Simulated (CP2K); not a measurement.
**Geometry relaxation, with input and output: BN (part 1 of 4)**

- system: BN (P6₃mc, 4 atoms in the cell)
- method: DFTB (no charge self-consistency), tables shipped with the program (CP2K 2026.2)

The structure was built on a prototype by a generator. The geometry comes from this level: r2SCAN.

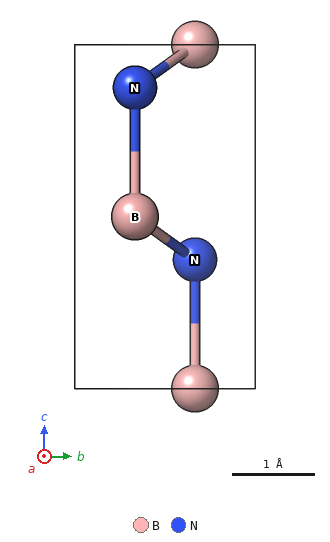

Fig. 1: The structure as given in the input (ball-and-stick view of the cell of the calculation, along the a axis).

Summary

| quantity | value |
| --- | --- |
| outcome | converged |
| space group (tolerance 0.01 Å) | P6₃mc (186) → Cmc2₁ (36) |
| free energy | −190.1833 eV |
| pressure | −0.04 GPa |
| final volume | 25.49 Å³ |
| largest force (length of the vector) at the end | 0.024 eV/Å |
| final cell | a = 2.601 Å, b = 2.601 Å, c = 4.319 Å, α = 90.00°, β = 90.00°, γ = 119.28° |
| hardware | 2 threads of Arm Neoverse V1, 24 GiB of memory available, shared host |
| wall time | 6.8 s (CPU time 12 s) |
| peak memory | 0.15 GiB |

Input file
```
&GLOBAL
 PROJECT run
 RUN_TYPE CELL_OPT
 PRINT_LEVEL LOW
&END GLOBAL
&MOTION
 &CELL_OPT
  OPTIMIZER BFGS
  KEEP_SPACE_GROUP T
  KEEP_SYMMETRY F
  EXTERNAL_PRESSURE [bar] 0.0
  PRESSURE_TOLERANCE [bar] 300
  MAX_FORCE 3e-4
  MAX_ITER 30
 &END CELL_OPT
 &PRINT
  &CELL
  &END CELL
  &FORCES
  &END FORCES
  &STRESS
  &END STRESS
 &END PRINT
&END MOTION
&FORCE_EVAL
 METHOD QS
 STRESS_TENSOR ANALYTICAL
 &DFT
  &QS
   METHOD DFTB
   &DFTB
    SELF_CONSISTENT F
    &PARAMETER
     PARAM_FILE_PATH DFTB/nonscc
     PARAM_FILE_NAME nonscc_parameter
    &END PARAMETER
   &END DFTB
  &END QS
  &POISSON
   &EWALD
    EWALD_TYPE SPME
    GMAX 25
   &END EWALD
  &END POISSON
  &KPOINTS
   SCHEME MONKHORST-PACK 9 9 5
   SYMMETRY F
   FULL_GRID F
  &END KPOINTS
  &SCF
   ADDED_MOS 10
   EPS_SCF 1e-6
   MAX_SCF 80
   &DIAGONALIZATION
   &END DIAGONALIZATION
   &MIXING
    METHOD DIRECT_P_MIXING
    ALPHA 0.3
   &END MIXING
   &SMEAR
    METHOD FERMI_DIRAC
    ELECTRONIC_TEMPERATURE [K] 232
   &END SMEAR
   &PRINT
    &ITERATION_INFO
    &END ITERATION_INFO
   &END PRINT
  &END SCF
 &END DFT
 &SUBSYS
  &CELL
   A 2.54395000 0.00000000 0.00000000
   B -1.27197500 2.20312532 0.00000000
   C -0.00000000 -0.00000000 4.20781533
  &END CELL
  &COORD
   SCALED
   B 0.33333333 0.66666667 0.00020346
   B 0.66666667 0.33333333 0.50020346
   N 0.33333333 0.66666667 0.37479654
   N 0.66666667 0.33333333 0.87479654
  &END COORD
 &END SUBSYS
 &PRINT
  &STRESS_TENSOR
  &END STRESS_TENSOR
  &FORCES
  &END FORCES
 &END PRINT
&END FORCE_EVAL
```

Command:
```bash
cp2k.psmp -i run.inp
```

The program's output
```
b_95zp

 CP2K| version string:                                       CP2K version 2026.2
 CP2K|            -lib tblite libvori libbqb
 CP2K| Input file name                                                   run.inp

 GLOBAL| Force Environment number                                              1
 GLOBAL| Cholesky decomposition library                                ScaLAPACK
 GLOBAL| Direct generalized diagonalization requested                          F
 GLOBAL| Matrix multiplication library                                 ScaLAPACK

 GENERATE|  Preliminary Number of Bonds generated:                             0
 GENERATE|  Achieved consistency in connectivity generation.

              #####   #####        # ######  ####### ####### ######
             #     # #     #      #  #     # #          #    #     #
             #     # #           #   #     # #          #    #     #
             #     #  #####     #    #     # #####      #    ######
             #   # #       #   #     #     # #          #    #     #
             #    #  #     #  #      #     # #          #    #     #
              #### #  #####  #       ######  #          #    ######

                                    Version 0.2
                               J. Hutter and T. Heine

 EWALD| Summation is done by:                                               SPME
 EWALD| Alpha parameter [       ANGSTROM^-1]                              0.3500
 EWALD| Real Space Cutoff [          ANGSTROM]                            9.6398
 EWALD| G-space max. Miller index                         25        25        25
 EWALD| Spline interpolation order                                             6

 *** available. The full set of unoccupied MOs will be used. Use           ***
 *** 'ADDED_MOS -1' to always use all available MOs and to get rid of this ***
 *** warning.                                                              ***

 TOTAL NUMBERS AND MAXIMUM NUMBERS

  Total number of            - Atomic kinds:                                   2
                             - Atoms:                                          4
                             - Shell sets:                                     0
                             - Shells:                                         8
                             - Primitive Cartesian functions:                  0
                             - Cartesian basis functions:                     16
                             - Spherical basis functions:                     16

  Maximum angular momentum of the orbital basis functions:                     1

  LRI_AUX Basis:
  Total number of            - Shell sets:                                     0
                             - Shells:                                         8
                             - Primitive Cartesian functions:                  0
                             - Cartesian basis functions:                     16
                             - Spherical basis functions:                     16
                               Maximum angular momentum                        1

  RI_HXC Basis:
  Total number of            - Shell sets:                                     0
                             - Shells:                                         8
                             - Primitive Cartesian functions:                  0
                             - Cartesian basis functions:                     16
                             - Spherical basis functions:                     16
                               Maximum angular momentum                        1

  AUX_FIT ADMM-Basis:
  Total number of            - Shell sets:                                     0
                             - Shells:                                         8
                             - Primitive Cartesian functions:                  0
                             - Cartesian basis functions:                     16
                             - Spherical basis functions:                     16
                               Maximum angular momentum                        1

  Nuclear Basis:
  Total number of            - Quantum atomic kinds:                           0
                             - Quantum atoms:                                  0
                             - Shell sets:                                     0
                             - Shells:                                         8
                             - Primitive Cartesian functions:                  0
                             - Cartesian basis functions:                     16
                             - Spherical basis functions:                     16
                               Maximum angular momentum                        1
                        added MOs                                         8    0
                        --------------------------------------------------------
                        Smear method:                                FERMI_DIRAC
                        Electronic temperature [K]:                        232.0
                        Electronic temperature [a.u.]:                  7.35E-04
                        Accuracy threshold:                             1.00E-10
                        --------------------------------------------------------
                        No outer SCF

 CELL_OPT| Pressure tolerance [bar]:                                       300.0
 CELL_OPT| Keep volume of cell:                                               NO
 CELL_OPT| Keep angles between the cell vectors:                              NO
 CELL_OPT| Keep cell symmetry:                                                NO
 CELL_OPT| Constraint:                                                      NONE

 BFGS| Use rational function optimization for step estimation:                NO
 BFGS| Use model Hessian for initial guess:                                   NO
 BFGS| Restart Hessian:                                                       NO
 BFGS| Trust radius:                                                       0.472

 -------------------------------------------------------------------------------
 ----                   SPACE GROUP SYMMETRY INFORMATION                    ----
 -------------------------------------------------------------------------------
 SPGR| SPACE GROUP NUMBER:                                                   186
 SPGR| INTERNATIONAL SYMBOL:                                              P6_3mc
 SPGR| POINT GROUP SYMBOL:                                                   6mm
 SPGR| SCHOENFLIES SYMBOL:                                                 C6v^4
 SPGR| NUMBER OF SYMMETRY OPERATIONS:                                         12
 SPGR| NUMBER OF UNIQUE ROTATIONS:                                            12
 SPGR| NUMBER OF REDUCED SYMMETRY OPERATIONS:                                 12
 SPGR| NUMBER OF PARTICLES AND SYMMETRIZED PARTICLES:                  4       4
 SPGR| NUMBER OF ATOMS AND SYMMETRIZED ATOMS:                          4       4
 SPGR| NUMBER OF SHELLS AND SYMMETRIZED SHELLS:                        0       0

 *******************************************************************************
 ***                     STARTING   CELL   OPTIMIZATION                      ***
 ***                                   BFGS                                  ***
 *******************************************************************************

 CELL| Volume [angstrom^3]:                                            23.583293
 CELL| Vector a [angstrom]:       2.544     0.000     0.000   |a| =     2.543950
 CELL| Vector b [angstrom]:      -1.272     2.203     0.000   |b| =     2.543950
 CELL| Vector c [angstrom]:      -0.000    -0.000     4.208   |c| =     4.207815
 CELL| Angle (b,c), alpha [degree]:                                    90.000000
 CELL| Angle (a,c), beta  [degree]:                                    90.000000
 CELL| Angle (a,b), gamma [degree]:                                   120.000000
 CELL| Numerically orthorhombic:                                              NO
 CELL| Periodicity                                                           XYZ

 Extrapolation method: initial_guess

 Number of electrons:                                                         16
 Number of occupied orbitals:                                                  8
 Number of molecular orbitals:                                                16

 Number of orbital functions:                                                 16
 Number of independent orbital functions:                                     16

 Diagonalization                       Time:      0.25             -6.9843864501
  Core Hamiltonian energy:                                     -7.53723346849608
  Repulsive potential energy:                                   0.55284701841140
  Dispersion energy:                                            0.00000000000000
  Electronic entropic energy:                                  -0.00000000000000
  Fermi energy:                                                -0.12872269607043

  Total energy:                                                -6.98438645008467

 ENERGY| Total FORCE_EVAL ( QS ) energy [hartree]             -6.984386450084672

 FORCES| Atomic forces [hartree/bohr]
 FORCES|   Atom     x               y               z               |f|
 FORCES|      1  1.57942193E-12 -1.05078253E-10  1.91311940E-03   1.91311940E-03
 FORCES|      2  3.61223313E-12  1.02602376E-10  1.91311939E-03   1.91311939E-03
 FORCES|      3 -3.65346745E-12 -1.85580796E-10 -1.91311939E-03   1.91311939E-03
 FORCES|      4 -1.53816066E-12  1.88056702E-10 -1.91311940E-03   1.91311940E-03
 FORCES| Sum     2.69439479E-17  2.82815684E-17 -1.42247325E-16
 FORCES| Total atomic force                                       1.47513135E-16

 STRESS| Analytical stress tensor [bar]
 STRESS|                        x                   y                   z
 STRESS|      x        2.42977986712E+05  -1.07488892010E-05   1.09489025523E-05
 STRESS|      y       -1.07488892010E-05   2.42978008303E+05  -7.49695650101E-06
 STRESS|      z        1.09489025523E-05  -7.49695650101E-06   2.46411322430E+05
 STRESS| 1/3 Trace                                             2.44122439148E+05
 STRESS| Determinant                                           1.45477073691E+16

 STRESS| Eigenvectors and eigenvalues of the analytical stress tensor [bar]
 STRESS|                        1                   2                   3
 STRESS| Eigenvalues   2.42977986712E+05   2.42978008303E+05   2.46411322430E+05
 STRESS|      x           1.000000000000      0.000000000000      0.000000000000
 STRESS|      y           0.000000000000      1.000000000000      0.000000000000
 STRESS|      z           0.000000000000      0.000000000000      1.000000000000

 SPGR STRESS| Symmetrized stress tensor [GPa]
 SPGR STRESS|                        x                   y                   z
 SPGR STRESS|      x        2.42977998164E+01   4.72632326354E-16  -2.44034412226E-27
 SPGR STRESS|      y        4.72632326354E-16   2.42977996850E+01   2.32090852118E-26
 SPGR STRESS|      z       -2.44034412226E-27   2.32090852118E-26   2.46411322430E+01
 SPGR STRESS| 1/3 Trace                                             2.44122439148E+01
 SPGR STRESS| Determinant                                           1.45477073691E+04

 SPGR STRESS| Eigenvectors and eigenvalues of the symmetrized stress tensor [GPa]
 SPGR STRESS|                        1                   2                   3
 SPGR STRESS| Eigenvalues   2.42977996850E+01   2.42977998164E+01   2.46411322430E+01
 SPGR STRESS|      x           0.000000000000      1.000000000000      0.000000000000
 SPGR STRESS|      y           1.000000000000      0.000000000000      0.000000000000
 SPGR STRESS|      z           0.000000000000      0.000000000000      1.000000000000

 OPT| **************************************************************************
 OPT| Step number                                                              0
 OPT| Optimization method                                                   BFGS
 OPT| Total energy [hartree]                                       -6.9843864501
 OPT| Internal pressure [bar]                                  244122.4391483522
 OPT| Used time [s]                                                        0.437
 OPT| **************************************************************************
 OPT| Estimated peak process memory [MiB]                                    147

 --------------------------
 OPTIMIZATION STEP:      1
 --------------------------

 CELL| Volume [angstrom^3]:                                            23.947639
 CELL| Vector a [angstrom]:       2.558     0.000     0.000   |a| =     2.558418
 CELL| Vector b [angstrom]:      -1.272     2.220     0.000   |b| =     2.558431
 CELL| Vector c [angstrom]:      -0.000     0.000     4.217   |c| =     4.216686
 CELL| Angle (b,c), alpha [degree]:                                    90.000000
 CELL| Angle (a,c), beta  [degree]:                                    90.000000
 CELL| Angle (a,b), gamma [degree]:                                   119.812935
 CELL| Numerically orthorhombic:                                              NO
 CELL| Periodicity                                                           XYZ

 Extrapolation method: ASPC

 Number of electrons:                                                         16
 Number of occupied orbitals:                                                  8
 Number of molecular orbitals:                                                16

 Number of orbital functions:                                                 16
 Number of independent orbital functions:                                     16

 Diagonalization                       Time:      0.25             -6.9861453878
  Core Hamiltonian energy:                                     -7.52553041438659
  Repulsive potential energy:                                   0.53938502653819
  Dispersion energy:                                            0.00000000000000
  Electronic entropic energy:                                  -0.00000000000000
  Fermi energy:                                                -0.13780248052076

  Total energy:                                                -6.98614538784839

 ENERGY| Total FORCE_EVAL ( QS ) energy [hartree]             -6.986145387848392

 FORCES| Atomic forces [hartree/bohr]
 FORCES|   Atom     x               y               z               |f|
 FORCES|      1 -7.04996976E-05  4.09691124E-05  7.59526555E-04   7.63890872E-04
 FORCES|      2  7.04996969E-05 -4.09691103E-05  7.59526558E-04   7.63890874E-04
 FORCES|      3 -1.72792202E-04  1.00473773E-04 -7.59526559E-04   7.85386986E-04
 FORCES|      4  1.72792203E-04 -1.00473775E-04 -7.59526554E-04   7.85386982E-04
 FORCES| Sum    -4.77048956E-18 -5.31259065E-17  3.46944695E-18
 FORCES| Total atomic force                                       5.34523766E-17
```
